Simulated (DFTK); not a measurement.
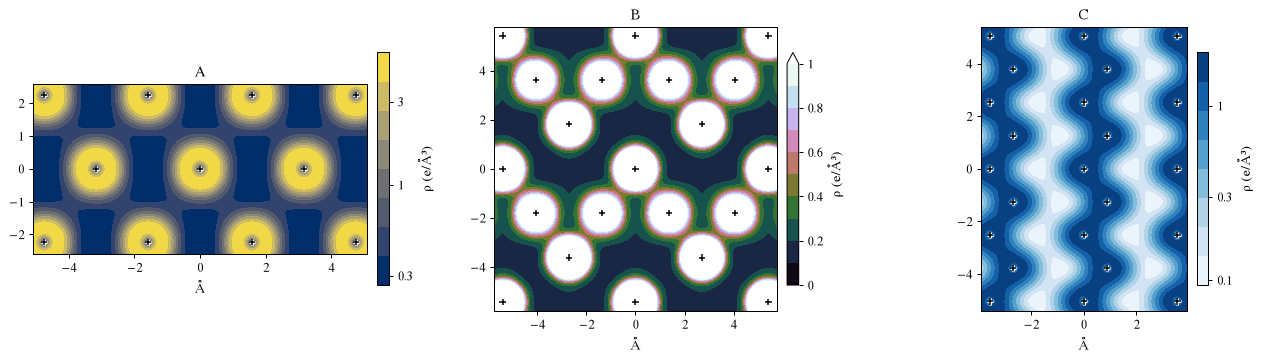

The valence pseudo-density of 3 systems, each on a plane through atoms (crosses mark nuclei in the plane).

Level of theory: DFTK, Kohn-Sham DFT of a periodic cell, PBEsol, dojo.nc.sr.PBEsol.v0_4_1.standard.upf.

System 1: W, the (011̄) plane of the conventional cell. Space group Im-3m; computed pressure about −3 GPa in this cell.

System 2: HfN, the (110) plane of the conventional cell. Space group P6₃/mmc; a structure from a database of computed crystals, not necessarily the ambient phase; computed pressure about −3 GPa in this cell.

```yaml
crystal:
  lattice:
    - [3.13391, 0.00000, 0.00000]
    - [-1.56695, 2.71404, 0.00000]
    - [0.00000, 0.00000, 5.41677]
  atoms:
    - { symbol: Hf, position: [0.33333, 0.66667, 0.25000] }
    - { symbol: Hf, position: [0.66667, 0.33333, 0.75000] }
    - { symbol: N, position: [0.00000, 0.00000, 0.50000] }
    - { symbol: N, position: [0.00000, 0.00000, 0.00000] }
```

System 3: C, the (011) plane of the conventional cell. Space group Fd-3m; computed pressure about −3 GPa in this cell.

```
C
1.0
     3.56674    0.00000    0.00000
     0.00000    3.56674    0.00000
     0.00000    0.00000    3.56674
C
8
Direct
  0.25000 0.25000 0.25000
  0.75000 0.75000 0.25000
  0.75000 0.25000 0.75000
  0.25000 0.75000 0.75000
  0.00000 0.00000 0.00000
  0.50000 0.50000 0.00000
  0.50000 0.00000 0.50000
  0.00000 0.50000 0.50000
```

> Which map belongs to which system?

Panel A is system 1, W: the plane holds W. W–W (2.74 Å): ρ at the midpoint is about 0.42 e/Å³. Panel B is system 2, HfN: the plane holds Hf and N. Hf–N (2.26 Å): the density is about 0.48 e/Å³ at the midpoint. Panel C is system 3, C: the plane holds C. C–C (1.54 Å): ρ at the midpoint is about 1.6 e/Å³.
